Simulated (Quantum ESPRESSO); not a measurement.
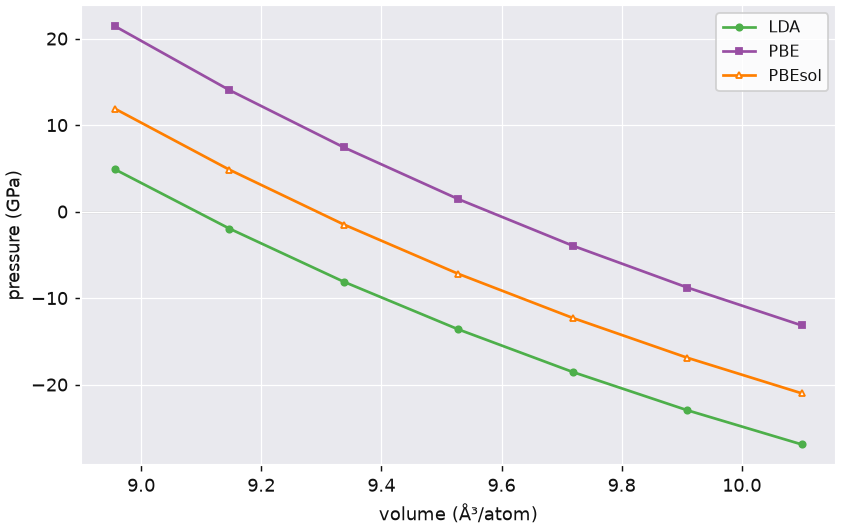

Method: plane-wave DFT, no spin polarisation; energies at scaled volumes of the given cell, shape and fractions fixed, counted from the fit's minimum, third-order Birch-Murnaghan fit (Quantum ESPRESSO 7.5). All runs: no spin polarisation.

k mesh 16×16×16; occupations Methfessel–Paxton; smearing width 0.2 eV; wave cutoff 612.3 eV; density cutoff 4898 eV.

**Figure.** Pressure against volume, with one curve for each functional, for TiN (space group Fm-3m).

Settings that differ: LDA: potentials GBRV-1.5-LDA; PBE: potentials GBRV-1.5-PBE; PBEsol: potentials GBRV-1.5-PBEsol.

The fitted equilibrium volumes, smallest first, are LDA 9.093, PBEsol 9.293, PBE 9.579 Å³/atom. The fitted bulk moduli, smallest first, are PBE 277.1, PBEsol 300.4, LDA 319.0 GPa. For LDA, the pressure falls from 4.88 GPa at volume 8.96 Å³/atom to −26.92 GPa at 10.10 Å³/atom, and changes sign near 9.09 Å³/atom. For PBE, the pressure falls from 21.43 GPa at volume 8.96 Å³/atom to −13.16 GPa at 10.10 Å³/atom, and changes sign near 9.58 Å³/atom. For PBEsol, the pressure falls from 11.89 GPa at volume 8.96 Å³/atom to −21.01 GPa at 10.10 Å³/atom, and changes sign near 9.29 Å³/atom.
